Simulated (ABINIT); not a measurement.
**HfN: geometry relaxation (part 2 of 2)**

HfN (2 atoms in the cell); Kohn-Sham DFT of a periodic cell, PBE, JTH PAW PBE v2.0, no spin polarisation (ABINIT 10.8.3); cutoff 707.5 eV, 10×10×10 k-mesh, fermi-dirac of 0.05 eV. The structure derives from an entry of the Crystallography Open Database.

Geometry of the input (Å; fractional positions):
```
0.0000  2.2560  2.2560
2.2560  0.0000  2.2560
2.2560  2.2560  0.0000
Hf 0.0000  0.0000  0.0000
N  0.5000  0.5000  0.5000
```

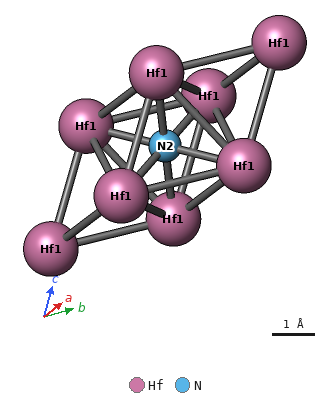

Figure 1. The geometry at step 2 of the log (ball-and-stick view of the cell of the calculation, seen at an oblique angle; atoms are numbered from 1 in the order of the input).

The program's output, continued
```
--- !ResultsGS
iteration_state: {dtset: 1, itime: 2, icycle: 1, }
comment   : Summary of ground state results
lattice_vectors:
- [  0.0000000,   4.1545087,   4.1545087, ]
- [  4.1545087,   0.0000000,   4.1545087, ]
- [  4.1545087,   4.1545087,   0.0000000, ]
lattice_lengths: [   5.87536,    5.87536,    5.87536, ]
lattice_angles: [ 60.000,  60.000,  60.000, ] # degrees, (23, 13, 12)
lattice_volume:   1.4341316E+02
convergence: {deltae:  1.046E-11, res2:  8.984E-10, residm:  6.034E-06, diffor: null, }
etotal    :  -6.01844875E+01
entropy   :   0.00000000E+00
fermie    :   1.00413040E-01
cartesian_stress_tensor: # hartree/bohr^3
- [ -1.07174113E-03,   0.00000000E+00,   0.00000000E+00, ]
- [  0.00000000E+00,  -1.07174113E-03,   0.00000000E+00, ]
- [  0.00000000E+00,   0.00000000E+00,  -1.07174113E-03, ]
pressure_GPa:   3.1532E+01
xred      :
- [  0.0000E+00,   0.0000E+00,   0.0000E+00, Hf]
- [  5.0000E-01,   5.0000E-01,   5.0000E-01,  N]
cartesian_forces: # hartree/bohr
- [ -0.00000000E+00,  -0.00000000E+00,  -0.00000000E+00, ]
- [ -0.00000000E+00,  -0.00000000E+00,  -0.00000000E+00, ]
force_length_stats: {min:   0.00000000E+00, max:   0.00000000E+00, mean:   0.00000000E+00, }
...

 Integrated electronic density in atomic spheres:
 ------------------------------------------------
 Atom  Sphere_radius  Integrated_density
    1        2.41119          9.84610328
    2        1.20497          2.58233277

---OUTPUT-----------------------------------------------------------------------

 Cartesian coordinates (xcart) [bohr]
  0.00000000000000E+00  0.00000000000000E+00  0.00000000000000E+00
  4.15450865927950E+00  4.15450865927950E+00  4.15450865927950E+00
 Reduced coordinates (xred)
  0.00000000000000E+00  0.00000000000000E+00  0.00000000000000E+00
  5.00000000000000E-01  5.00000000000000E-01  5.00000000000000E-01
 Cartesian forces (fcart) [Ha/bohr]; max,rms= 0.00000E+00 0.00000E+00 (free atoms)
 -0.00000000000000E+00 -0.00000000000000E+00 -0.00000000000000E+00
 -0.00000000000000E+00 -0.00000000000000E+00 -0.00000000000000E+00
 Gradient of E wrt nuclear positions in reduced coordinates (gred)
  0.00000000000000E+00  0.00000000000000E+00  0.00000000000000E+00
  0.00000000000000E+00  0.00000000000000E+00  0.00000000000000E+00
 Scale of Primitive Cell (acell) [bohr]
  5.87536249094953E+00  5.87536249094953E+00  5.87536249094953E+00
 Real space primitive translations (rprimd) [bohr]
  0.00000000000000E+00  4.15450865927950E+00  4.15450865927950E+00
  4.15450865927950E+00  0.00000000000000E+00  4.15450865927950E+00
  4.15450865927950E+00  4.15450865927950E+00  0.00000000000000E+00
 Unitary Cell Volume (ucvol) [Bohr^3]=  1.43413158657363E+02
 Angles (23,13,12)= [degrees]
  6.00000000000000E+01  6.00000000000000E+01  6.00000000000000E+01
 Lengths [Bohr]
  5.87536249094953E+00  5.87536249094953E+00  5.87536249094953E+00
 Stress tensor in cartesian coordinates (strten) [Ha/bohr^3]
 -1.07174112903567E-03  0.00000000000000E+00  0.00000000000000E+00
  0.00000000000000E+00 -1.07174112903566E-03  0.00000000000000E+00
  0.00000000000000E+00  0.00000000000000E+00 -1.07174112903567E-03
 Total energy (etotal) [Ha]= -6.01844875008645E+01

 Difference of energy with previous step (new-old):
           Absolute (Ha)= 6.82557E-03
           Relative     = 1.13404E-04

--- Iteration: ( 3/60) Internal Cycle: (1/1)
--------------------------------------------------------------------------------

---SELF-CONSISTENT-FIELD CONVERGENCE--------------------------------------------

--- !BeginCycle
iteration_state: {dtset: 1, itime: 3, icycle: 1, }
solver: {iscf: 17, nstep: 100, nline: 4, wfoptalg: 10, }
tolerances: {tolvrs: 1.00E-09, }
...

     iter   Etot(hartree)      deltaE(h)  residm     nres2
 ETOT  1  -60.185115191312    -6.019E+01 8.937E-05 4.033E-02
 ETOT  2  -60.185123921576    -8.730E-06 4.178E-05 7.531E-03
 ETOT  3  -60.185118699228     5.222E-06 1.667E-04 1.780E-03
 ETOT  4  -60.185117723774     9.755E-07 1.255E-05 4.651E-05
 ETOT  5  -60.185117781503    -5.773E-08 7.789E-07 5.695E-06
 ETOT  6  -60.185117788146    -6.643E-09 3.693E-06 2.893E-07
 ETOT  7  -60.185117788171    -2.498E-11 6.433E-07 4.985E-08
 ETOT  8  -60.185117788167     3.830E-12 3.213E-06 4.679E-09
 ETOT  9  -60.185117788164     3.062E-12 5.456E-07 3.556E-10

 At SCF step    9       nres2   =  3.56E-10 < tolvrs=  1.00E-09 =>converged.

 Cartesian components of stress tensor (hartree/bohr^3)
  sigma(1 1)= -1.01548360E-03  sigma(3 2)=  0.00000000E+00
  sigma(2 2)= -1.01548360E-03  sigma(3 1)=  0.00000000E+00
  sigma(3 3)= -1.01548360E-03  sigma(2 1)=  0.00000000E+00

--- !ResultsGS
iteration_state: {dtset: 1, itime: 3, icycle: 1, }
comment   : Summary of ground state results
lattice_vectors:
- [  0.0000000,   4.1603402,   4.1603402, ]
- [  4.1603402,   0.0000000,   4.1603402, ]
- [  4.1603402,   4.1603402,   0.0000000, ]
lattice_lengths: [   5.88361,    5.88361,    5.88361, ]
lattice_angles: [ 60.000,  60.000,  60.000, ] # degrees, (23, 13, 12)
lattice_volume:   1.4401792E+02
convergence: {deltae:  3.062E-12, res2:  3.556E-10, residm:  5.456E-07, diffor: null, }
etotal    :  -6.01851178E+01
entropy   :   0.00000000E+00
fermie    :   9.99680388E-02
cartesian_stress_tensor: # hartree/bohr^3
- [ -1.01548360E-03,   0.00000000E+00,   0.00000000E+00, ]
- [  0.00000000E+00,  -1.01548360E-03,   0.00000000E+00, ]
- [  0.00000000E+00,   0.00000000E+00,  -1.01548360E-03, ]
pressure_GPa:   2.9877E+01
xred      :
- [  0.0000E+00,   0.0000E+00,   0.0000E+00, Hf]
- [  5.0000E-01,   5.0000E-01,   5.0000E-01,  N]
cartesian_forces: # hartree/bohr
- [ -0.00000000E+00,  -0.00000000E+00,  -0.00000000E+00, ]
- [ -0.00000000E+00,  -0.00000000E+00,  -0.00000000E+00, ]
force_length_stats: {min:   0.00000000E+00, max:   0.00000000E+00, mean:   0.00000000E+00, }
...

 Integrated electronic density in atomic spheres:
 ------------------------------------------------
 Atom  Sphere_radius  Integrated_density
    1        2.41119          9.83741048
    2        1.20497          2.58680664

---OUTPUT-----------------------------------------------------------------------

 Cartesian coordinates (xcart) [bohr]
  0.00000000000000E+00  0.00000000000000E+00  0.00000000000000E+00
  4.16034018336179E+00  4.16034018336179E+00  4.16034018336179E+00
 Reduced coordinates (xred)
  0.00000000000000E+00  0.00000000000000E+00  0.00000000000000E+00
  5.00000000000000E-01  5.00000000000000E-01  5.00000000000000E-01
 Cartesian forces (fcart) [Ha/bohr]; max,rms= 0.00000E+00 0.00000E+00 (free atoms)
 -0.00000000000000E+00 -0.00000000000000E+00 -0.00000000000000E+00
 -0.00000000000000E+00 -0.00000000000000E+00 -0.00000000000000E+00
 Gradient of E wrt nuclear positions in reduced coordinates (gred)
  0.00000000000000E+00  0.00000000000000E+00  0.00000000000000E+00
  0.00000000000000E+00  0.00000000000000E+00  0.00000000000000E+00
 Scale of Primitive Cell (acell) [bohr]
  5.88360951139601E+00  5.88360951139601E+00  5.88360951139601E+00
 Real space primitive translations (rprimd) [bohr]
  0.00000000000000E+00  4.16034018336179E+00  4.16034018336179E+00
  4.16034018336179E+00  0.00000000000000E+00  4.16034018336179E+00
  4.16034018336179E+00  4.16034018336179E+00  0.00000000000000E+00
 Unitary Cell Volume (ucvol) [Bohr^3]=  1.44017917351682E+02
 Angles (23,13,12)= [degrees]
  6.00000000000000E+01  6.00000000000000E+01  6.00000000000000E+01
 Lengths [Bohr]
  5.88360951139601E+00  5.88360951139601E+00  5.88360951139601E+00
 Stress tensor in cartesian coordinates (strten) [Ha/bohr^3]
 -1.01548360217014E-03  0.00000000000000E+00  0.00000000000000E+00
  0.00000000000000E+00 -1.01548360217013E-03  0.00000000000000E+00
  0.00000000000000E+00  0.00000000000000E+00 -1.01548360217012E-03
 Total energy (etotal) [Ha]= -6.01851177881638E+01

 Difference of energy with previous step (new-old):
           Absolute (Ha)=-6.30287E-04
           Relative     =-1.04725E-05

--- Iteration: ( 4/60) Internal Cycle: (1/1)
--------------------------------------------------------------------------------

---SELF-CONSISTENT-FIELD CONVERGENCE--------------------------------------------

--- !BeginCycle
iteration_state: {dtset: 1, itime: 4, icycle: 1, }
solver: {iscf: 17, nstep: 100, nline: 4, wfoptalg: 10, }
tolerances: {tolvrs: 1.00E-09, }
...

     iter   Etot(hartree)      deltaE(h)  residm     nres2
 ETOT  1  -60.185071641923    -6.019E+01 1.708E-05 2.252E-04
 ETOT  2  -60.185071691288    -4.937E-08 7.604E-07 4.213E-05
 ETOT  3  -60.185071662008     2.928E-08 1.924E-06 9.963E-06
 ETOT  4  -60.185071656540     5.468E-09 1.348E-06 2.601E-07
 ETOT  5  -60.185071656851    -3.107E-10 1.677E-06 3.167E-08
 ETOT  6  -60.185071656889    -3.764E-11 2.733E-06 1.663E-09
 ETOT  7  -60.185071656891    -2.672E-12 2.264E-06 2.777E-10

 At SCF step    7       nres2   =  2.78E-10 < tolvrs=  1.00E-09 =>converged.

 Cartesian components of stress tensor (hartree/bohr^3)
  sigma(1 1)= -1.01967176E-03  sigma(3 2)=  0.00000000E+00
  sigma(2 2)= -1.01967176E-03  sigma(3 1)=  0.00000000E+00
  sigma(3 3)= -1.01967176E-03  sigma(2 1)=  0.00000000E+00

--- !ResultsGS
iteration_state: {dtset: 1, itime: 4, icycle: 1, }
comment   : Summary of ground state results
lattice_vectors:
- [  0.0000000,   4.1599036,   4.1599036, ]
- [  4.1599036,   0.0000000,   4.1599036, ]
- [  4.1599036,   4.1599036,   0.0000000, ]
lattice_lengths: [   5.88299,    5.88299,    5.88299, ]
lattice_angles: [ 60.000,  60.000,  60.000, ] # degrees, (23, 13, 12)
lattice_volume:   1.4397258E+02
convergence: {deltae: -2.672E-12, res2:  2.777E-10, residm:  2.264E-06, diffor: null, }
etotal    :  -6.01850717E+01
entropy   :   0.00000000E+00
fermie    :   1.00001357E-01
cartesian_stress_tensor: # hartree/bohr^3
- [ -1.01967176E-03,   0.00000000E+00,   0.00000000E+00, ]
- [  0.00000000E+00,  -1.01967176E-03,   0.00000000E+00, ]
- [  0.00000000E+00,   0.00000000E+00,  -1.01967176E-03, ]
pressure_GPa:   3.0000E+01
xred      :
- [  0.0000E+00,   0.0000E+00,   0.0000E+00, Hf]
- [  5.0000E-01,   5.0000E-01,   5.0000E-01,  N]
cartesian_forces: # hartree/bohr
- [ -0.00000000E+00,  -0.00000000E+00,  -0.00000000E+00, ]
- [ -0.00000000E+00,  -0.00000000E+00,  -0.00000000E+00, ]
force_length_stats: {min:   0.00000000E+00, max:   0.00000000E+00, mean:   0.00000000E+00, }
...

 Integrated electronic density in atomic spheres:
 ------------------------------------------------
 Atom  Sphere_radius  Integrated_density
    1        2.41119          9.83727750
    2        1.20497          2.58647200

---OUTPUT-----------------------------------------------------------------------

 Cartesian coordinates (xcart) [bohr]
  0.00000000000000E+00  0.00000000000000E+00  0.00000000000000E+00
  4.15990360163086E+00  4.15990360163086E+00  4.15990360163086E+00
 Reduced coordinates (xred)
  0.00000000000000E+00  0.00000000000000E+00  0.00000000000000E+00
  5.00000000000000E-01  5.00000000000000E-01  5.00000000000000E-01
 Cartesian forces (fcart) [Ha/bohr]; max,rms= 0.00000E+00 0.00000E+00 (free atoms)
 -0.00000000000000E+00 -0.00000000000000E+00 -0.00000000000000E+00
 -0.00000000000000E+00 -0.00000000000000E+00 -0.00000000000000E+00
 Gradient of E wrt nuclear positions in reduced coordinates (gred)
  0.00000000000000E+00  0.00000000000000E+00  0.00000000000000E+00
  0.00000000000000E+00  0.00000000000000E+00  0.00000000000000E+00
 Scale of Primitive Cell (acell) [bohr]
  5.88299209159104E+00  5.88299209159104E+00  5.88299209159105E+00
 Real space primitive translations (rprimd) [bohr]
  0.00000000000000E+00  4.15990360163086E+00  4.15990360163086E+00
  4.15990360163086E+00  0.00000000000000E+00  4.15990360163086E+00
  4.15990360163086E+00  4.15990360163086E+00  0.00000000000000E+00
 Unitary Cell Volume (ucvol) [Bohr^3]=  1.43972582842240E+02
 Angles (23,13,12)= [degrees]
  6.00000000000000E+01  6.00000000000000E+01  6.00000000000000E+01
 Lengths [Bohr]
  5.88299209159104E+00  5.88299209159104E+00  5.88299209159105E+00
 Stress tensor in cartesian coordinates (strten) [Ha/bohr^3]
 -1.01967175670502E-03  0.00000000000000E+00  0.00000000000000E+00
  0.00000000000000E+00 -1.01967175670496E-03  0.00000000000000E+00
  0.00000000000000E+00  0.00000000000000E+00 -1.01967175670496E-03
 Total energy (etotal) [Ha]= -6.01850716568914E+01

 Difference of energy with previous step (new-old):
           Absolute (Ha)= 4.61313E-05
           Relative     = 7.66490E-07

 At Broyd/MD step   4, gradients are converged :
  max grad (force/stress) = 7.2433E-07 < tolmxf= 5.0000E-05 ha/bohr (free atoms)

================================================================================

 ----iterations are completed or convergence reached----

 Mean square residual over all n,k,spin=   56.929E-10; max=  22.637E-07
 reduced coordinates (array xred) for    2 atoms
       0.000000000000      0.000000000000      0.000000000000
       0.500000000000      0.500000000000      0.500000000000
 rms dE/dt=  0.0000E+00; max dE/dt=  0.0000E+00; dE/dt below (all hartree)
    1       0.000000000000      0.000000000000      0.000000000000
    2       0.000000000000      0.000000000000      0.000000000000

 cartesian coordinates (angstrom) at end:
    1      0.00000000000000     0.00000000000000     0.00000000000000
    2      2.20132618404296     2.20132618404296     2.20132618404296

 cartesian forces (hartree/bohr) at end:
    1     -0.00000000000000    -0.00000000000000    -0.00000000000000
    2     -0.00000000000000    -0.00000000000000    -0.00000000000000
 frms,max,avg= 0.0000000E+00 0.0000000E+00   0.000E+00  0.000E+00  0.000E+00 h/b

 cartesian forces (eV/Angstrom) at end:
    1     -0.00000000000000    -0.00000000000000    -0.00000000000000
    2     -0.00000000000000    -0.00000000000000    -0.00000000000000
 frms,max,avg= 0.0000000E+00 0.0000000E+00   0.000E+00  0.000E+00  0.000E+00 e/A
 length scales=  5.882992091591  5.882992091591  5.882992091591 bohr
              =  3.113145344681  3.113145344681  3.113145344681 angstroms
 Fermi (or HOMO) energy (eV) =   2.72118   Average Vxc (eV)= -13.28200
 Eigenvalues (   eV  ) for nkpt=  47  k points:
 kpt#   1, nband= 13, wtk=  0.00100, kpt=  0.0000  0.0000  0.0000 (reduced coord)
 -59.78714  -28.14278  -28.14278  -28.14278  -15.28621   -0.44205   -0.44205   -0.44205
   2.28190    2.28190    2.28190    4.84320    4.84320
 prteigrs : prtvol=0 or 1, do not print more k-points.

--- !EnergyTerms
iteration_state     : {dtset: 1, itime: 4, icycle: 1, }
comment             : Components of total free energy in Hartree
kinetic             :  1.15874557700220E+01
hartree             :  5.67552976545057E+00
xc                  : -1.18803959287846E+01
Ewald energy        : -5.44249172235559E+01
psp_core            :  1.13262781375934E+01
local_psp           : -3.57742309063839E+00
PAW spherical_terms : -1.88913758621217E+01
internal            : -6.01848484320346E+01
'-kT*entropy'       : -2.25361769542533E-04
total_energy        : -6.01850737938041E+01
total_energy_eV     : -1.63771928924607E+03
...

--- !EnergyTermsDC
iteration_state     : {dtset: 1, itime: 4, icycle: 1, }
comment             : '"Double-counting" decomposition of free energy'
band_energy         : -1.23743132839325E+01
Ewald energy        : -5.44249172235559E+01
psp_core            :  1.13262781375934E+01
xc_dc               : -1.02451192934559E+01
PAW spherical_terms :  5.53322536822900E+00
internal            : -6.01848462951219E+01
'-kT*entropy'       : -2.25361769542533E-04
total_energy_dc     : -6.01850716568914E+01
total_energy_dc_eV  : -1.63771923109772E+03
...

--- !EnergyTermsWithPAWCore
iteration_state     : {dtset: 1, itime: 4, icycle: 1, }
comment             : 'Components of total free energy, including PAW core contributions'
Total energy        : -1.51333667596095E+04
Total energy DC     : -1.51333667574726E+04
Total energy (eV)   : -4.11799888097825E+05
Total energy DC (eV): -4.11799888039677E+05
...

 Cartesian components of stress tensor (hartree/bohr^3)
  sigma(1 1)= -1.01967176E-03  sigma(3 2)=  0.00000000E+00
  sigma(2 2)= -1.01967176E-03  sigma(3 1)=  0.00000000E+00
  sigma(3 3)= -1.01967176E-03  sigma(2 1)=  0.00000000E+00

-Cartesian components of stress tensor (GPa)         [Pressure=  3.0000E+01 GPa]
- sigma(1 1)= -2.99997788E+01  sigma(3 2)=  0.00000000E+00
- sigma(2 2)= -2.99997788E+01  sigma(3 1)=  0.00000000E+00
- sigma(3 3)= -2.99997788E+01  sigma(2 1)=  0.00000000E+00

== END DATASET(S) ==============================================================
================================================================================

 -outvars: echo values of variables after computation  --------
            acell      5.8829920916E+00  5.8829920916E+00  5.8829920916E+00 Bohr
           etotal     -6.0185071657E+01
            fcart     -0.0000000000E+00 -0.0000000000E+00 -0.0000000000E+00
                      -0.0000000000E+00 -0.0000000000E+00 -0.0000000000E+00
            rprim      0.0000000000E+00  7.0710678119E-01  7.0710678119E-01
                       7.0710678119E-01  0.0000000000E+00  7.0710678119E-01
                       7.0710678119E-01  7.0710678119E-01  0.0000000000E+00
           strten     -1.0196717567E-03 -1.0196717567E-03 -1.0196717567E-03
                       0.0000000000E+00  0.0000000000E+00  0.0000000000E+00
           xangst      0.0000000000E+00  0.0000000000E+00  0.0000000000E+00
                       2.2013261840E+00  2.2013261840E+00  2.2013261840E+00
             xred      0.0000000000E+00  0.0000000000E+00  0.0000000000E+00
                       5.0000000000E-01  5.0000000000E-01  5.0000000000E-01
 Calculation completed.
```

Trajectory as extended XYZ (Å, eV, eV/Å), 4 frames, from step=0 to step=3
```
2
Lattice="0.0000 2.2560 2.2560 2.2560 0.0000 2.2560 2.2560 2.2560 0.0000" Properties=species:S:1:pos:R:3:forces:R:3 step=0 energy=-1637.88907
Hf    0.0000    0.0000    0.0000    0.0000   0.0000   0.0000
N     2.2560    2.2560    2.2560    0.0000   0.0000   0.0000
2
Lattice="0.0000 2.1985 2.1985 2.1985 0.0000 2.1985 2.1985 2.1985 0.0000" Properties=species:S:1:pos:R:3:forces:R:3 step=1 energy=-1637.70333
Hf    0.0000    0.0000    0.0000    0.0000   0.0000   0.0000
N     2.1985    2.1985    2.1985    0.0000   0.0000   0.0000
2
Lattice="0.0000 2.2016 2.2016 2.2016 0.0000 2.2016 2.2016 2.2016 0.0000" Properties=species:S:1:pos:R:3:forces:R:3 step=2 energy=-1637.72049
Hf    0.0000    0.0000    0.0000    0.0000   0.0000   0.0000
N     2.2016    2.2016    2.2016    0.0000   0.0000   0.0000
2
Lattice="0.0000 2.2013 2.2013 2.2013 0.0000 2.2013 2.2013 2.2013 0.0000" Properties=species:S:1:pos:R:3:forces:R:3 step=3 energy=-1637.71923
Hf    0.0000    0.0000    0.0000    0.0000   0.0000   0.0000
N     2.2013    2.2013    2.2013    0.0000   0.0000   0.0000
```

Results in brief

```json
{"quantity": "outcome", "value": "converged"}
{"quantity": "space group (tolerance 0.01 Å)", "value": "Fm-3m (225)"}
{"quantity": "electrons treated", "value": "17"}
{"quantity": "free energy", "value": "−1637.7192 eV"}
{"quantity": "Fermi energy", "value": "2.721 eV"}
{"quantity": "gap on the k-point mesh", "value": "none (metallic)"}
{"quantity": "pressure", "value": "30.00 GPa"}
{"quantity": "final volume", "value": "21.33 Å³"}
{"quantity": "largest force (length of the vector) at the end", "value": "under 0.001 eV/Å"}
{"quantity": "final cell", "value": "a = 3.113 Å, b = 3.113 Å, c = 3.113 Å, α = 60.00°, β = 60.00°, γ = 60.00°"}
{"quantity": "hardware", "value": "1 thread of Intel Xeon (Granite Rapids), 128 GiB of memory available, shared host"}
{"quantity": "wall time", "value": "74 s"}
{"quantity": "peak memory", "value": "0.16 GiB"}
```

Remarks

Spin–orbit coupling is left out, which matters for Hf. The cell holds an odd number of electrons but the run has no spin polarisation, so a band is left half filled. The cell is under a pressure of 30 GPa at this level, so it is not at its equilibrium volume.
